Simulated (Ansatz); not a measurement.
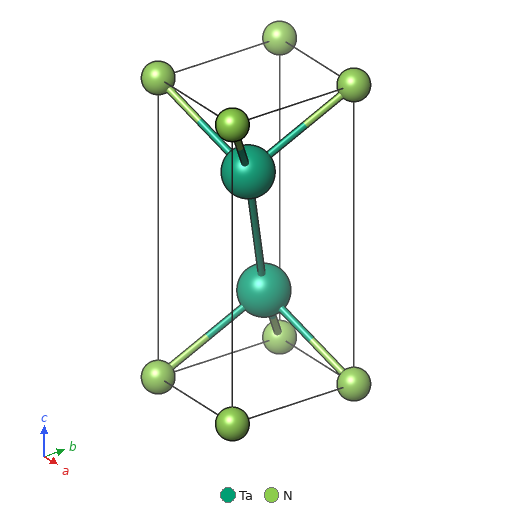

System: Ta₂N, space group P-3m1 (No. 164). The picture shows the cell.

The given structure:
```
CELL_PARAMETERS angstrom
3.07862 0.00000 0.00000
-1.53931 2.66616 0.00000
0.00000 0.00000 4.82326
ATOMIC_POSITIONS crystal
Ta 0.66667 0.33333 0.74626
Ta 0.33333 0.66667 0.25374
N 0.00000 0.00000 0.00000
```

Calculation (Ansatz 0.2.0): biaxial strain in the xy plane and strain along z of a crystal, fractional coordinates fixed, by plane-wave density functional theory with PAW datasets, free energies less that of the undisturbed cell, pressure positive in compression. Level: PBEsol, no spin polarisation.

```tsv
setting	value
wave cutoff	420 eV
k mesh	18×18×10
occupations	Gaussian
smearing width	0.15 eV
k shift	(0, 0, 0) (mesh steps)
start	relaxed
```

Describe the result: the map of the energy change and pressure over strain zz and strain xx = yy. The grid: strain zz −0.05, −0.025, 0, 0.025, 0.05 ; strain xx = yy −0.05, −0.025, 0, 0.025, 0.05.

At the origin the energy is lower than all eight neighbouring grid points, so a minimum lies at or close to the given structure. The energy change is least, 0 meV/atom, at strain zz of 0 and strain xx = yy of 0, and largest, 332 meV/atom, at strain zz of −0.05 and strain xx = yy of −0.05. Near the origin the softest direction lies along strain zz, turned by about 23° so that strain xx = yy takes the opposite sign; the curvature across the valley is 6.0 times that along it. The pressure is least, −32.17 GPa, at strain zz of 0.05 and strain xx = yy of 0.05, and largest, 64.61 GPa, at strain zz of −0.05 and strain xx = yy of −0.05.

Energy change (meV/atom); rows strain xx = yy, columns strain zz:
```json
{"": "-0.05", "-0.05": "332", "-0.025": "229", "0": "159", "0.025": "116", "0.05": "98"}
{"": "-0.025", "-0.05": "145", "-0.025": "76", "0": "37", "0.025": "23", "0.05": "31"}
{"": "0", "-0.05": "53", "-0.025": "12", "0": "0", "0.025": "11", "0.05": "41"}
{"": "0.025", "-0.05": "38", "-0.025": "23", "0": "33", "0.025": "64", "0.05": "114"}
{"": "0.05", "-0.05": "89", "-0.025": "93", "0": "122", "0.025": "172", "0.05": "238"}
```

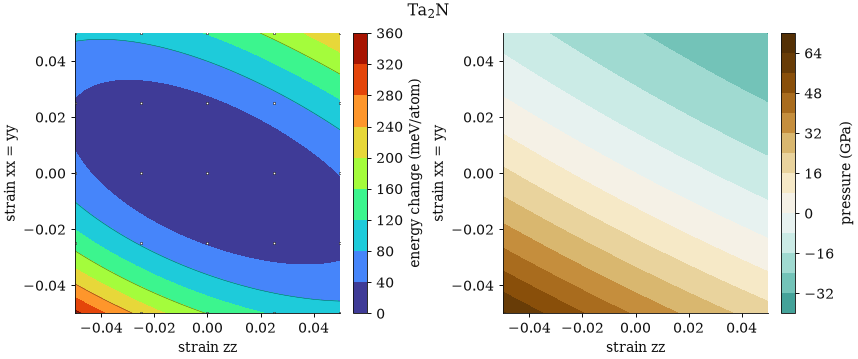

Caveats: no spin polarisation, a magnetic state may lie lower.
